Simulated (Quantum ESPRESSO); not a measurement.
**Dielectric function and optical constants of CaO (Lime)**

Wanted: where CaO (Lime) starts to absorb, how strongly, and its refractive index.

Main program and level: Quantum ESPRESSO 7.5; DFT, PBE, plane waves with norm-conserving potentials (PseudoDojo), scalar-relativistic, independent-particle optical response without local fields and without the non-local commutator.

**1. The structure**

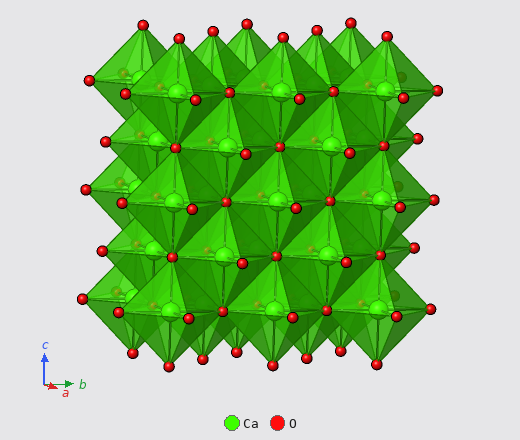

The cell as given, slightly off an axis (calcium green, oxygen red). 1×2×2 cells are drawn. This picture shows the conventional cell, with its axes. Some periodic images of atoms are drawn too.

**2. Ground state**

First the ground state: is it a metal or has it a gap?

This step: DFT, PBE, plane waves with norm-conserving potentials (PseudoDojo), scalar-relativistic, ground state (Quantum ESPRESSO 7.5).

File scf.in:

```
&control
  calculation = 'scf'
  prefix = 'x'
  outdir = './tmp'
  pseudo_dir = './'
  verbosity = 'high'
/
&system
  ibrav = 0
  nat = 2
  ntyp = 2
  ecutwfc = 90
  occupations = 'smearing'
  smearing = 'fd'
  degauss = 0.003675
  nbnd = 12
/
&electrons
  conv_thr = 1e-09
  electron_maxstep = 100
/
ATOMIC_SPECIES
  Ca 1.0 Ca.upf
  O 1.0 O.upf
CELL_PARAMETERS angstrom
  0.000000000000 2.406500000000 2.406500000000
  2.406500000000 0.000000000000 2.406500000000
  2.406500000000 2.406500000000 0.000000000000
ATOMIC_POSITIONS crystal
  Ca 0.000000000000 0.000000000000 0.000000000000
  O 0.500000000000 0.500000000000 0.500000000000
K_POINTS automatic
  8 8 8 0 0 0
```

Started as:

```console
$ mpirun -n 4 pw.x -nk 4 -in scf.in
```

Log:

```text
for quantum simulation of materials; please cite

     using ibrav=0 with symmetry is DISCOURAGED, use correct ibrav instead

     G-vector sticks info
     --------------------
     sticks:   dense  smooth     PW     G-vecs:    dense   smooth      PW
     Sum        1027    1027    313                21595    21595    3527

     Using Slab Decomposition

     bravais-lattice index     =            0
     lattice parameter (alat)  =       6.4313  a.u.
     unit-cell volume          =     188.0980 (a.u.)^3
     number of atoms/cell      =            2
     number of atomic types    =            2
     number of electrons       =        16.00
     number of Kohn-Sham states=           12
     kinetic-energy cutoff     =      90.0000  Ry
     charge density cutoff     =     360.0000  Ry
     scf convergence threshold =      1.0E-09
     mixing beta               =       0.7000
     number of iterations used =            8  plain     mixing
     Exchange-correlation= PBE
                           (   1   4   3   4   0   0   0)

     celldm(1)=   6.431314  celldm(2)=   0.000000  celldm(3)=   0.000000
     celldm(4)=   0.000000  celldm(5)=   0.000000  celldm(6)=   0.000000

     crystal axes: (cart. coord. in units of alat)
               a(1) = (   0.000000   0.707107   0.707107 )
               a(2) = (   0.707107   0.000000   0.707107 )
               a(3) = (   0.707107   0.707107   0.000000 )

     reciprocal axes: (cart. coord. in units 2 pi/alat)
               b(1) = ( -0.707107  0.707107  0.707107 )
               b(2) = (  0.707107 -0.707107  0.707107 )
               b(3) = (  0.707107  0.707107 -0.707107 )

     ./Ca.upf
     Pseudo is Norm-conserving + core correction, Zval = 10.0
     Generated using ONCVPSP code by D. R. Hamann
     Using radial grid of 1766 points,  6 beta functions with:
                l(1) =   0
                l(2) =   0
                l(3) =   1
                l(4) =   1
                l(5) =   2
                l(6) =   2

     ./O.upf
     Pseudo is Norm-conserving + core correction, Zval =  6.0
     Generated using ONCVPSP code by D. R. Hamann
     Using radial grid of  936 points,  5 beta functions with:
                l(1) =   0
                l(2) =   0
                l(3) =   1
                l(4) =   1
                l(5) =   2

     atomic species   valence    mass     pseudopotential
     Ca               10.00     1.00000     Ca( 1.00)
     O                 6.00     1.00000     O ( 1.00)

     48 Sym. Ops., with inversion, found

                                    s                        frac. trans.

     [... symmetry matrices left out ...]
   Cartesian axes

     site n.     atom                  positions (alat units)
         1        Ca     tau(   1) = (   0.0000000   0.0000000   0.0000000  )
         2        O      tau(   2) = (   0.7071068   0.7071068   0.7071068  )

   Crystallographic axes

     site n.     atom                  positions (cryst. coord.)
         1        Ca     tau(   1) = (  0.0000000  0.0000000  0.0000000  )
         2        O      tau(   2) = (  0.5000000  0.5000000  0.5000000  )

     number of k points=    29  Fermi-Dirac smearing, width (Ry)=  0.0037
                       cart. coord. in units 2pi/alat
        k(    1) = (   0.0000000   0.0000000   0.0000000), wk =   0.0039062
        k(    2) = (   0.0883883   0.0883883  -0.0883883), wk =   0.0312500
        k(    3) = (   0.1767767   0.1767767  -0.1767767), wk =   0.0312500
        k(    4) = (   0.2651650   0.2651650  -0.2651650), wk =   0.0312500
        k(    5) = (  -0.3535534  -0.3535534   0.3535534), wk =   0.0156250
        k(    6) = (   0.1767767   0.0000000   0.0000000), wk =   0.0234375
        k(    7) = (   0.2651650   0.0883883  -0.0883883), wk =   0.0937500
        k(    8) = (   0.3535534   0.1767767  -0.1767767), wk =   0.0937500
        k(    9) = (  -0.2651650  -0.4419417   0.4419417), wk =   0.0937500
        k(   10) = (  -0.1767767  -0.3535534   0.3535534), wk =   0.0937500
        k(   11) = (  -0.0883883  -0.2651650   0.2651650), wk =   0.0937500
        k(   12) = (   0.0000000  -0.1767767   0.1767767), wk =   0.0468750
        k(   13) = (   0.3535534   0.0000000   0.0000000), wk =   0.0234375
        k(   14) = (   0.4419417   0.0883883  -0.0883883), wk =   0.0937500
        k(   15) = (  -0.1767767  -0.5303301   0.5303301), wk =   0.0937500
        k(   16) = (  -0.0883883  -0.4419417   0.4419417), wk =   0.0937500
[...]
cryst. coord.
[...]
k(   22) = (   0.1250000   0.2500000   0.3750000), wk =   0.0937500
        k(   23) = (   0.1250000   0.2500000  -0.5000000), wk =   0.1875000
        k(   24) = (   0.1250000   0.2500000  -0.3750000), wk =   0.0937500
        k(   25) = (   0.1250000   0.3750000  -0.5000000), wk =   0.0937500
        k(   26) = (   0.1250000   0.3750000  -0.3750000), wk =   0.1875000
        k(   27) = (   0.1250000   0.3750000  -0.2500000), wk =   0.0937500
        k(   28) = (   0.1250000  -0.5000000  -0.3750000), wk =   0.0468750
        k(   29) = (   0.2500000  -0.5000000  -0.2500000), wk =   0.0234375

     Dense  grid:    21595 G-vectors     FFT dimensions: (  40,  40,  40)

     Initial potential from superposition of free atoms

     starting charge      15.9951, renormalised to      16.0000
     Starting wfcs are    9 randomized atomic wfcs +    3 random wfcs

     Self-consistent Calculation

     iteration #  1     ecut=    90.00 Ry     beta= 0.70
     Davidson diagonalization with overlap

            52 MiB given to the printing process from OS
            20 MiB allocation reported by mallinfo(arena+hblkhd)
------------------
     ethr =  1.00E-02,  avg # of iterations =  7.2

     total energy              =    -110.53283603 Ry
     estimated scf accuracy    <       0.48436568 Ry

     iteration #  2     ecut=    90.00 Ry     beta= 0.70
     Davidson diagonalization with overlap

            62 MiB given to the printing process from OS
            27 MiB allocation reported by mallinfo(arena+hblkhd)
------------------
     ethr =  3.03E-03,  avg # of iterations =  3.1

     total energy              =    -110.51743201 Ry
     estimated scf accuracy    <       1.28176991 Ry

     iteration #  3     ecut=    90.00 Ry     beta= 0.70
     Davidson diagonalization with overlap

            63 MiB given to the printing process from OS
            27 MiB allocation reported by mallinfo(arena+hblkhd)
------------------
     ethr =  3.03E-03,  avg # of iterations =  2.2

     total energy              =    -110.77277697 Ry
     estimated scf accuracy    <       0.00979155 Ry

     iteration #  4     ecut=    90.00 Ry     beta= 0.70
     Davidson diagonalization with overlap

            64 MiB given to the printing process from OS
            28 MiB allocation reported by mallinfo(arena+hblkhd)
------------------
     ethr =  6.12E-05,  avg # of iterations =  5.7

     total energy              =    -110.77409771 Ry
     estimated scf accuracy    <       0.00185961 Ry

     iteration #  5     ecut=    90.00 Ry     beta= 0.70
     Davidson diagonalization with overlap

            64 MiB given to the printing process from OS
            29 MiB allocation reported by mallinfo(arena+hblkhd)
------------------
     ethr =  1.16E-05,  avg # of iterations =  3.1

     total energy              =    -110.77445796 Ry
     estimated scf accuracy    <       0.00001955 Ry

     iteration #  6     ecut=    90.00 Ry     beta= 0.70
     Davidson diagonalization with overlap

            65 MiB given to the printing process from OS
            29 MiB allocation reported by mallinfo(arena+hblkhd)
------------------
     ethr =  1.22E-07,  avg # of iterations =  4.8

     total energy              =    -110.77447612 Ry
     estimated scf accuracy    <       0.00000062 Ry

     iteration #  7     ecut=    90.00 Ry     beta= 0.70
     Davidson diagonalization with overlap

            66 MiB given to the printing process from OS
            30 MiB allocation reported by mallinfo(arena+hblkhd)
------------------
     ethr =  3.90E-09,  avg # of iterations =  3.4

     total energy              =    -110.77447618 Ry
     estimated scf accuracy    <       0.00000028 Ry

     iteration #  8     ecut=    90.00 Ry     beta= 0.70
     Davidson diagonalization with overlap

            66 MiB given to the printing process from OS
            31 MiB allocation reported by mallinfo(arena+hblkhd)
------------------
     ethr =  1.76E-09,  avg # of iterations =  2.1

     total energy              =    -110.77447627 Ry
     estimated scf accuracy    <       0.00000003 Ry

     iteration #  9     ecut=    90.00 Ry     beta= 0.70
     Davidson diagonalization with overlap

            67 MiB given to the printing process from OS
            31 MiB allocation reported by mallinfo(arena+hblkhd)
------------------
     ethr =  2.18E-10,  avg # of iterations =  1.9

     total energy              =    -110.77447627 Ry
     estimated scf accuracy    <          9.1E-09 Ry

     iteration # 10     ecut=    90.00 Ry     beta= 0.70
     Davidson diagonalization with overlap

            68 MiB given to the printing process from OS
            32 MiB allocation reported by mallinfo(arena+hblkhd)
------------------
     ethr =  5.68E-11,  avg # of iterations =  2.4

     End of self-consistent calculation

          k = 0.0000 0.0000 0.0000 (  2733 PWs)   bands (ev):

   -29.9285 -10.6889 -10.6889 -10.6889  -7.7171   7.7454   7.7454   7.7454
    12.4602  13.9727  13.9727  13.9727

     occupation numbers
     1.0000   1.0000   1.0000   1.0000   1.0000   1.0000   1.0000   1.0000
     0.0000   0.0000   0.0000   0.0000

          k = 0.0884 0.0884-0.0884 (  2710 PWs)   bands (ev):

   -29.9140 -10.8909 -10.6967 -10.6967  -7.5049   7.2184   7.5394   7.5394
    13.1385  13.9317  14.2334  14.2334

     occupation numbers
     1.0000   1.0000   1.0000   1.0000   1.0000   1.0000   1.0000   1.0000
     0.0000   0.0000   0.0000   0.0000

          k = 0.1768 0.1768-0.1768 (  2710 PWs)   bands (ev):

   -29.8788 -11.2994 -10.7155 -10.7155  -7.0698   6.2305   7.0975   7.0975
    13.9975  14.5875  14.9173  14.9173

     occupation numbers
     1.0000   1.0000   1.0000   1.0000   1.0000   1.0000   1.0000   1.0000
     0.0000   0.0000   0.0000   0.0000

          k = 0.2652 0.2652-0.2652 (  2713 PWs)   bands (ev):

   -29.8433 -11.6408 -10.7341 -10.7341  -6.6987   5.4353   6.7128   6.7128
    14.4446  15.7075  15.7075  15.8128

     occupation numbers
     1.0000   1.0000   1.0000   1.0000   1.0000   1.0000   1.0000   1.0000
     0.0000   0.0000   0.0000   0.0000

     [... further k points left out ...]

     the Fermi energy is     9.0680 ev

!    total energy              =    -110.77447627 Ry
     estimated scf accuracy    <          5.3E-10 Ry
     smearing contrib. (-TS)   =      -0.00000000 Ry
     internal energy E=F+TS    =    -110.77447627 Ry

     The total energy is F=E-TS. E is the sum of the following terms:
     one-electron contribution =     -25.34042655 Ry
     hartree contribution      =      20.74118155 Ry
     xc contribution           =     -23.24083849 Ry
     ewald contribution        =     -82.93439277 Ry

     convergence has been achieved in  10 iterations

     XML data file, charge density, pseudopotentials, collected wavefunctions

                                        0.00s GPU  (     366 calls)

=------------------------------------------------------------------------------=
   JOB DONE.
=------------------------------------------------------------------------------=
```

Elapsed: 4.5 s, on 4 MPI ranks of Arm Neoverse V2, shared host; peak memory 0.07 GiB; 18 s of CPU time.

This step gave:

```
total energy           : -110.8 Ry
gap on the k-mesh      : 3.662 eV
direct gap on the mesh : 4.036 eV
```

There is a gap, 3.66 eV on this mesh (points off the mesh can give less), so no carriers' term is needed.

(Continued in part 2 of 3.)

[Machine, clock, banner and «Message from routine» lines are left out of the logs.]

[Logs are printed without paths, hosts, clocks, repeated set-up lines and the standing remarks that a program may print on its own settings, such as how far it seeks lower states.]

[Hosts, paths, dates, database ids (printed as entryN), source tags and the programs' standing remarks are cut or masked in the printed files.]
